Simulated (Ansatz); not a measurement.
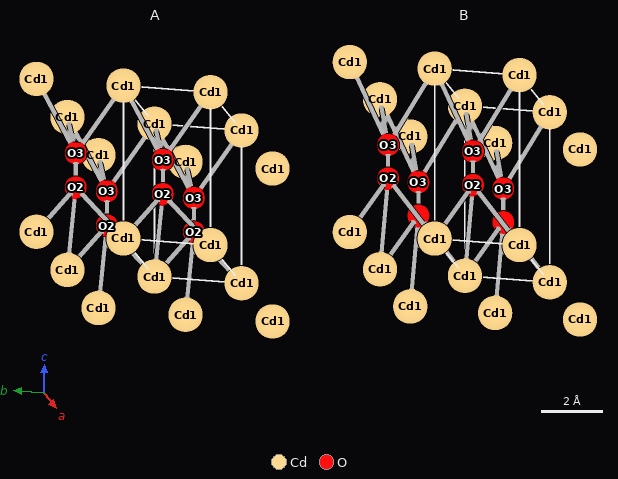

Two geometries of crystalline CdO₂ (built on the MoS2-187 type type), drawn at one scale. One is the start of a relaxation, the other its converged end. Style: ball-and-stick. Shown: the cell of the calculation, repeated 2 × 2 × 1 with one cell outlined, from a free direction.

Level of theory: DFT, r2SCAN+rVV10, plane waves, PAW in Ansatz. (plane-wave cutoff 500 eV; k-point mesh 12 × 12 × 4; occupations fermi dirac; smearing width 0.03 eV; no spin polarisation; cell and atoms relaxed; force threshold 0.01 eV/Å; at most 120 steps)

Q: Which geometry has the lower energy?

A: Structure A is the relaxed one. The energy falls by 8.9 meV per atom in 9 accepted moves (11 points after the start). The largest force component goes from 0.13 to 0.0046 eV/Å. The pressure goes from −0.42 to 0.00 GPa. The line search rejected the trial step at point 7 of the run. At 1 point the geometry stayed and the basis and grid were re-selected for the new cell (energy shift of 0.5 meV per atom at most each time). The largest moves relative to the cell, 0.076 Å, are those of O2 and O3. O2 goes along −c. Cd stays in place. The volume changes by −5.4 %, with a = b 2.821 → 2.894 Å (+2.6 %), c 6.287 → 5.653 Å (−10.1 %). Near-neighbour distances that change, for instance: Cd1–O2 3.005 → 2.758 Å, Cd1–Cd1 2.821 → 2.894 Å, O2–O3 1.236 → 1.263 Å. The space group stays P-6m2 (No. 187).
